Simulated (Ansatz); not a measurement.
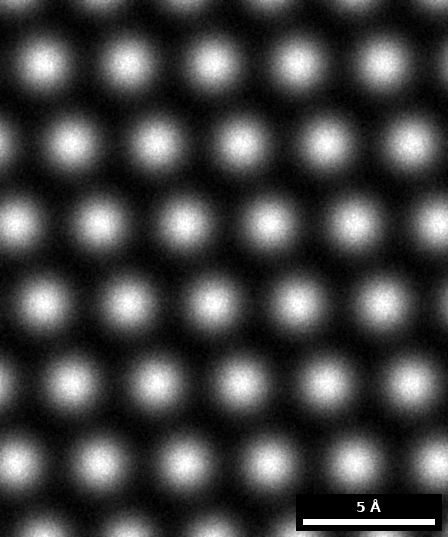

Integrated-DPC-like image of a crystal. Simulated as the projected potential of neutral atoms (B = 0.5 Å²) blurred by a 1.30 Å probe, the thin-sample limit of integrated differential phase contrast. Shot noise was added.

### What two-dimensional lattice does the image show, and how large is its cell?

The pattern repeats on a centred rectangular net of 3.8 × 5.3 Å.

### Which plane group does this projection have?

c2mm: perpendicular mirror lines on a centred net, with further twofold points between them.

### How many columns does the smallest repeating cell hold, and how many levels of brightness?

1 column in the primitive cell of 9.9 Å², all of one brightness.

The crystal is La (Fm-3m, No. 225) seen along [110]. Atomic positions: the input geometry of a calculation; the starting structure was generated, so it need not be a known form of this composition.
